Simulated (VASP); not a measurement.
# Blue phosphorene and its bilayer, part 8 of 8

What are the lattice, gap and band positions of blue phosphorene, and what does a second sheet change?

VASP 6.6.1; r2SCAN with rVV10; plane waves and PAW (P).

So far. Step 11 (A rigid stacking): Energy at zero smearing: -35.19991 eV. Step 12 (Relaxing the bilayer): The run ended after 15 ionic steps, 0.022 eV below its first step, once the forces on the free atoms met EDIFFG = -0.015.

## (13) Levels and bands of the bilayer

The same static run as for one sheet shows what the neighbour does to the levels.

The input, INCAR:

```
SYSTEM = P
PREC = Normal
ENCUT = 350
EDIFF = 1E-06
NELM = 120
ISMEAR = 0
SIGMA = 0.03
LREAL = .FALSE.
ALGO = Normal
METAGGA = R2SCAN
LUSE_VDW = .TRUE.
IVDW_NL = 2
BPARAM = 11.95
CPARAM = 0.0093
LASPH = .TRUE.
NBANDS = 16
LORBIT = 11
LWAVE = .FALSE.
LCHARG = .FALSE.
KPAR = 4
IDIPOL = 3
LDIPOL = .TRUE.
DIPOL = 0.5 0.5 0.5
LVHAR = .TRUE.
LVACPOTAV = .TRUE.
NEDOS = 1500
```

The input, POSCAR:

```
P
1.0
    3.2597576605      0.0000000000      0.0000000000
   -1.6298788303      2.8230329442      0.0000000000
    0.0000000000      0.0000000000     22.5377061808
P
4
Direct
    0.3333333300      0.6666666700      0.3688438796
    0.6666666700      0.3333333300      0.4229719742
    0.3333333300      0.6666666700      0.5770280258
    0.6666666700      0.3333333300      0.6311561204
```

The input, KPOINTS:

```
Automatic mesh
0
Gamma
12 12 1
0 0 0
```

The input, KPOINTS_OPT:

```
Line mode
14
Line-mode
Reciprocal
  0.00000000   0.00000000   0.00000000 GAMMA
  0.50000000   0.00000000   0.00000000 M

  0.50000000   0.00000000   0.00000000 M
  0.33333333   0.33333333   0.00000000 K

  0.33333333   0.33333333   0.00000000 K
  0.00000000   0.00000000   0.00000000 GAMMA
```

Potentials, in the order of the species: P (PBE family, release 64).

Command:

```
> mpirun -np 4 vasp_std
```

The log of the run:

```text
[... set-up lines as in an earlier step ...]
 entering main loop
       N       E                     dE             d eps       ncg     rms          rms(c)
Total rVV10 correction in eV:      0.4757743    23.2262679
Total rVV10 correction in eV:      0.4757743    23.2262679
Total rVV10 correction in eV:      0.4757743    23.2262679
Total rVV10 correction in eV:      0.4757743    23.2262679
DAV:   1     0.818339268241E+02    0.81834E+02   -0.58304E+03   608   0.686E+02
DAV:   2    -0.302361280595E+02   -0.11207E+03   -0.10628E+03   832   0.154E+02
DAV:   3    -0.389500723829E+02   -0.87139E+01   -0.86608E+01   848   0.506E+01
DAV:   4    -0.391109633683E+02   -0.16089E+00   -0.16050E+00   896   0.808E+00
DAV:   5    -0.391165403527E+02   -0.55770E-02   -0.55763E-02   912   0.134E+00    0.113E+01
Total rVV10 correction in eV:      0.4834589    23.2272922
Total rVV10 correction in eV:      0.4834589    23.2272922
Total rVV10 correction in eV:      0.4834589    23.2272922
Total rVV10 correction in eV:      0.4834589    23.2272922
DAV:   6    -0.352223150708E+02    0.38942E+01   -0.38349E-01   792   0.448E+00    0.744E+00
Total rVV10 correction in eV:      0.5066210    23.2269890
Total rVV10 correction in eV:      0.5066210    23.2269890
Total rVV10 correction in eV:      0.5066210    23.2269890
Total rVV10 correction in eV:      0.5066210    23.2269890
DAV:   7    -0.352281312577E+02   -0.58162E-02   -0.18453E-01   776   0.273E+00    0.888E-01
Total rVV10 correction in eV:      0.5040657    23.2266962
Total rVV10 correction in eV:      0.5040657    23.2266962
Total rVV10 correction in eV:      0.5040657    23.2266962
Total rVV10 correction in eV:      0.5040657    23.2266962
DAV:   8    -0.352250288085E+02    0.31024E-02   -0.14714E-02   864   0.747E-01    0.258E-01
Total rVV10 correction in eV:      0.5046114    23.2266409
Total rVV10 correction in eV:      0.5046114    23.2266409
Total rVV10 correction in eV:      0.5046114    23.2266409
Total rVV10 correction in eV:      0.5046114    23.2266409
DAV:   9    -0.352255492281E+02   -0.52042E-03   -0.91859E-04   952   0.190E-01    0.152E-01
Total rVV10 correction in eV:      0.5047435    23.2265551
Total rVV10 correction in eV:      0.5047435    23.2265551
Total rVV10 correction in eV:      0.5047435    23.2265551
Total rVV10 correction in eV:      0.5047435    23.2265551
DAV:  10    -0.352259428684E+02   -0.39364E-03   -0.33135E-04   848   0.118E-01    0.175E-01
Total rVV10 correction in eV:      0.5056472    23.2264658
Total rVV10 correction in eV:      0.5056472    23.2264658
Total rVV10 correction in eV:      0.5056472    23.2264658
Total rVV10 correction in eV:      0.5056472    23.2264658
DAV:  11    -0.352261650317E+02   -0.22216E-03   -0.18322E-04   816   0.102E-01    0.974E-03
Total rVV10 correction in eV:      0.5057056    23.2264282
Total rVV10 correction in eV:      0.5057056    23.2264282
Total rVV10 correction in eV:      0.5057056    23.2264282
Total rVV10 correction in eV:      0.5057056    23.2264282
DAV:  12    -0.352262067353E+02   -0.41704E-04   -0.68599E-06   912   0.173E-02    0.655E-03
Total rVV10 correction in eV:      0.5058878    23.2263352
Total rVV10 correction in eV:      0.5058878    23.2263352
Total rVV10 correction in eV:      0.5058878    23.2263352
Total rVV10 correction in eV:      0.5058878    23.2263352
DAV:  13    -0.352263050926E+02   -0.98357E-04   -0.26330E-05   808   0.269E-02    0.300E-03
Total rVV10 correction in eV:      0.5059049    23.2263197
Total rVV10 correction in eV:      0.5059049    23.2263197
Total rVV10 correction in eV:      0.5059049    23.2263197
Total rVV10 correction in eV:      0.5059049    23.2263197
DAV:  14    -0.352263172635E+02   -0.12171E-04   -0.66348E-07   712   0.580E-03    0.258E-03
Total rVV10 correction in eV:      0.5059697    23.2262639
Total rVV10 correction in eV:      0.5059697    23.2262639
Total rVV10 correction in eV:      0.5059697    23.2262639
Total rVV10 correction in eV:      0.5059697    23.2262639
DAV:  15    -0.352263725116E+02   -0.55248E-04   -0.96758E-06   792   0.155E-02    0.190E-03
Total rVV10 correction in eV:      0.5059908    23.2262605
Total rVV10 correction in eV:      0.5059908    23.2262605
Total rVV10 correction in eV:      0.5059908    23.2262605
Total rVV10 correction in eV:      0.5059908    23.2262605
DAV:  16    -0.352263732629E+02   -0.75127E-06   -0.15159E-06   704   0.775E-03
 [... a notice as in an earlier step ...]

Total rVV10 correction in eV:      0.5059940    23.2262686
Total rVV10 correction in eV:      0.5059940    23.2262686
Total rVV10 correction in eV:      0.5059940    23.2262686
Total rVV10 correction in eV:      0.5059940    23.2262686
Total rVV10 correction in eV:      0.5059937    23.2262611
Total rVV10 correction in eV:      0.5059937    23.2262611
Total rVV10 correction in eV:      0.5059937    23.2262611
Total rVV10 correction in eV:      0.5059937    23.2262611
   1 F= -.35226373E+02 E0= -.35226373E+02  d E =-.449970E-12
 Start KPOINTS_OPT (optional k-point list driver)
k-point batch [1-19\42]
       N       E                     dE             ncg
DAV:   2    -0.269746844914E+04   -0.21112E+04      904
DAV:   3    -0.286849305975E+04   -0.17102E+03      832
DAV:   4    -0.287155455403E+04   -0.30615E+01      936
DAV:   5    -0.287162561227E+04   -0.71058E-01      840
DAV:   6    -0.287162814237E+04   -0.25301E-02      960
DAV:   7    -0.287162820487E+04   -0.62499E-04      856
DAV:   8    -0.287162820758E+04   -0.27162E-05      792
DAV:   9    -0.287162820770E+04   -0.11558E-06      688
[...]
k-point batch [39-42\42]
       N       E                     dE             ncg
DAV:   1     0.747856621299E+04   -0.24625E+03      128
DAV:   2     0.710669682866E+04   -0.37187E+03      184
DAV:   3     0.707130658277E+04   -0.35390E+02      184
DAV:   4     0.707045040482E+04   -0.85618E+00      216
DAV:   5     0.707043299344E+04   -0.17411E-01      184
DAV:   6     0.707043269365E+04   -0.29980E-03      224
DAV:   7     0.707043268377E+04   -0.98733E-05      208
DAV:   8     0.707043268342E+04   -0.35011E-06      176
```

The job ended after 37 s (4 MPI ranks of Intel Xeon 6975P-C (Granite Rapids), shared host; peak memory 1.1 GiB; 2.4 min of CPU time).

Parts of OUTCAR (step 13):

```text
   NELECT =      20.0000    total number of electrons

 E-fermi :  -1.5750

 k-point     1 :       0.0000    0.0000    0.0000
  band No.  band energies     occupation
    ...
      6      -2.4872      2.00000
      7      -2.4872      2.00000
      8      -2.4622      2.00000
      9      -2.4622      2.00000
     10      -1.8495      2.00000
     11       1.9413      0.00000
     12       1.9413      0.00000
     13       1.9537      0.00000
     14       1.9537      0.00000
     15       2.1436      0.00000
    ...

  Total        0.0455523      0.0455523     -0.0273398     -0.0000000      0.0000000      0.0000000
  in kB        0.3518926      0.3518926     -0.2112008     -0.0000000      0.0000000      0.0000000
  external PRESSURE =       0.1641948 kB  Pullay stress =       0.0000000 kB

 POSITION                                       TOTAL-FORCE (eV/Angst)
 -----------------------------------------------------------------------------------
     -0.00000      1.88202      8.31289        -0.000000      0.000000     -0.002447
      1.62988      0.94101      9.53282        -0.000000      0.000000      0.002001
     -0.00000      1.88202     13.00489         0.000000     -0.000000     -0.002001
      1.62988      0.94101     14.22481        -0.000000     -0.000000      0.002447
 -----------------------------------------------------------------------------------
    total drift:                                0.000000     -0.000000      0.000000

  FREE ENERGIE OF THE ION-ELECTRON SYSTEM (eV)
  ---------------------------------------------------
  free  energy   TOTEN  =       -35.2263732629 eV

  energy  without entropy=      -35.2263732629  energy(sigma->0) =      -35.22637326

 vacuum level on the upper side and lower side of the slab         4.230         4.230

[... 9 parts as in an earlier step ...]

[... 9 further parts left out ...]
```

This step gave:

- electronic cycles: 16
- Fermi energy: -1.575 eV
- least gap on mesh and path: 1.46 eV
- least direct gap on mesh and path: 1.986 eV
- vacuum levels: 4.23, 4.23 eV
- ionisation potentials of the upper and lower face: 5.936, 5.936 eV
- electron affinities of the upper and lower face: 4.476, 4.476 eV

Electronic bands along the path, in eV, zero at the valence-band top; v1 is the highest filled band, c1 the lowest empty one:

```
point     v4     v3     v2     v1    c1    c2    c3    c4
    Γ  -0.78  -0.76  -0.76  -0.14  3.65  3.65  3.66  3.66
    M  -3.09  -3.05  -2.13  -1.77  1.64  1.75  2.98  3.82
    K  -2.55  -2.55  -2.15  -2.15  1.56  2.18  4.97  4.97
    Γ  -0.78  -0.76  -0.76  -0.14  3.65  3.65  3.66  3.66
```

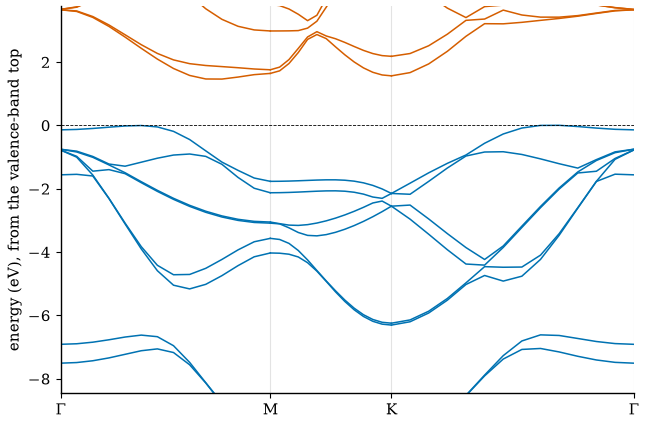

Electronic bands along the path; lines of filled and empty bands in two colours.

The planar average of the electrostatic potential oscillates, so the rows of the table below give means over windows of 2 Å about each position, cut where the curve ends. Its maxima inside the range that stand out by 2 % of the span (Å: eV): 9.0: -10.5, 11.3: 5.17, 13.6: -10.5. Its minima: 8.3: -14.5, 9.5: -14.5, 13.0: -14.5, 14.2: -14.5.

Zero at the Fermi level. Planar average of the electrostatic potential against height; means over each step:

```
height (Å)  planar average of the electrostatic potential (eV)
         0                                                5.81
         2                                                5.81
         4                                                5.81
         6                                                5.60
         8                                               -6.56
        10                                               -5.37
        12                                              -0.514
        14                                               -10.9
        16                                                4.85
        18                                                5.80
        20                                                5.81
        22                                                5.81
```

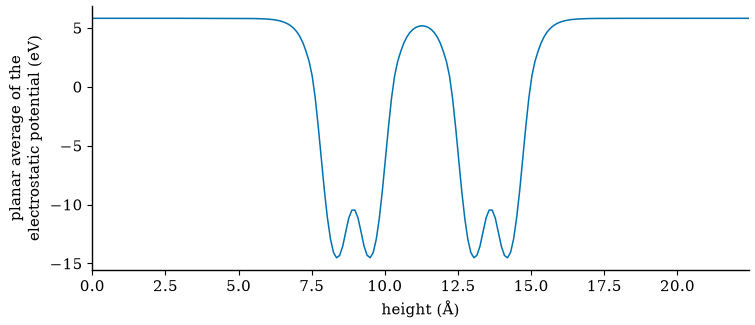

Planar average of the electrostatic potential, plotted against height.

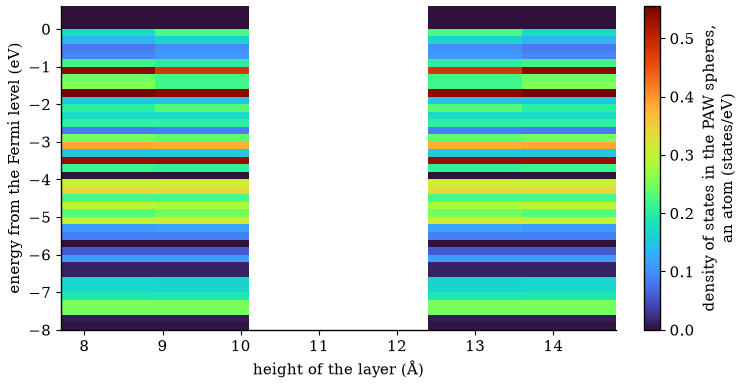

Density of states in the PAW spheres, an atom over height of the layer and energy from the Fermi level.

The map of layer states is cut here 0.5 eV above the Fermi level, so it leaves out the states above that.

The vacuum level lies 5.94 eV above the highest filled level at the upper face; both faces agree, as the slab has next to no dipole.

The program found no field-free point at its default tolerance, but its printed level agrees with the flat part of the planar average.

## (14) Derived quantities

This step: monolayer and bilayer, r2SCAN + rVV10; plane waves and PAW (VASP 6.6.1).

This step runs nothing: it gathers the runs above.

Numbers from this step:

- polarisability per area of the slab or monolayer: 0.2950 Å
- binding energy: -14.42 meV/Å²
- interlayer gap: 3.472 Å
- bilayer gap: 1.46 eV
- bilayer level below vacuum: 5.936 eV
- lattice a: 3.260 Å
- lattice b: 3.260 Å
- thickness: 1.219 Å
- monolayer gap: 2.176 eV
- ionisation potential at the upper face: 6.428 eV

VASP counts both for electrons: a positive EFIELD is a field along -c, and a positive dipole, in electrons times A, points along -c. Field, by row:

```
EFIELD (eV/Å)  dipole along z of the monolayer (e Å)  energy change of the monolayer (eV)
         -0.1                               -0.01886                             -9.45e-4
            0                                      0                                    0
          0.1                                0.01886                             -9.45e-4
```

Rigid sheets, 3.1 Å apart. Stackings, by row:

```
                              stacking  energy above the lowest (meV/Å²)
     same orientation, shift 0.00 0.00                                 0
turned by 180 degrees, shift 0.33 0.67                            0.5388
     same orientation, shift 0.67 0.33                             4.531
     same orientation, shift 0.33 0.67                             32.11
turned by 180 degrees, shift 0.00 0.00                             36.79
```

The polarisability is the slope of the dipole against the field, as a volume for each unit of area.

## (15) Results

```
lattice a                                        : 3.26 Å
monolayer gap                                    : 2.18 eV
binding energy                                   : -14.4 meV/Å²
interlayer gap                                   : 3.47 Å
bilayer gap                                      : 1.46 eV
polarisability per area of the slab or monolayer : 0.295 Å
```

What this shows: The monolayer relaxes to a = 3.260 Å and has a gap of 2.18 eV. The ionisation potential is 6.43 eV at both faces. Of 5 rigid stackings the lowest has the upper sheet in the same orientation and shifted by (0.00, 0.00) in cell vectors, and the highest lies 36.8 meV/Å² above it. Relaxed, the sheets lie 3.47 Å apart and bind by 14.4 meV/Å². The next stacking lies close, and only the lowest was relaxed, so the order could change. The second sheet narrows the gap, to 1.46 eV. All runs are without spin polarisation. The bilayer keeps the monolayer's lattice, and only high-symmetry stackings were tried. Semilocal gaps are too small.

[Lines on the potential files, build, host, timing and source positions are cut from VASP's logs without a mark.]

[Logs are printed without paths, hosts, clocks, repeated set-up lines and the standing remarks that a program may print on its own settings, such as how far it seeks lower states.]

[Hosts, paths, dates, database ids (printed as entryN), source tags and the programs' standing remarks are cut or masked in the printed files.]

[Runs that stopped without an error message from VASP are left out.]
